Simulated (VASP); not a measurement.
**Core levels calculation, with input and output: Zr (part 6 of 6)**

The same run, continued: Zr (P6₃/mmc, 36 atoms in the cell); Kohn-Sham DFT of a periodic cell, PBEsol, VASP PAW PBE potentials, recommended, no spin polarisation (VASP 6.6.1); cutoff 520 eV, 4×4×3 k-mesh, methfessel-paxton of 0.1 eV. The structure derives from an entry of the Crystallography Open Database.

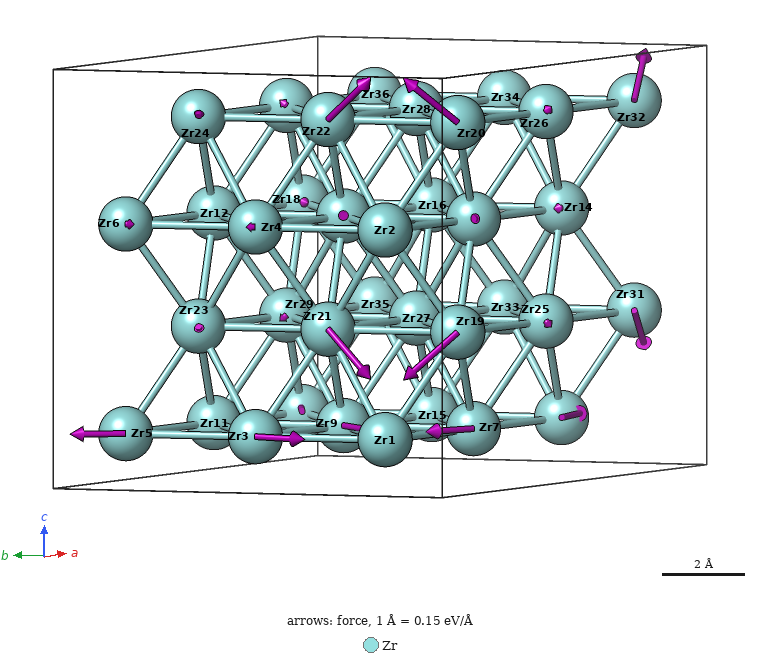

*Forces on the atoms as pink arrows (ball-and-stick view of the cell of the calculation, seen at an oblique angle; atoms are numbered from 1 in the order of the input); the smallest are left out.*

The largest act on Zr19, Zr20, Zr21, Zr22, Zr31, Zr32 (0.27 eV/Å); Zr3, Zr5, Zr7, Zr9, Zr13, Zr17 (0.21 eV/Å). The geometry is not a stationary point of this energy.
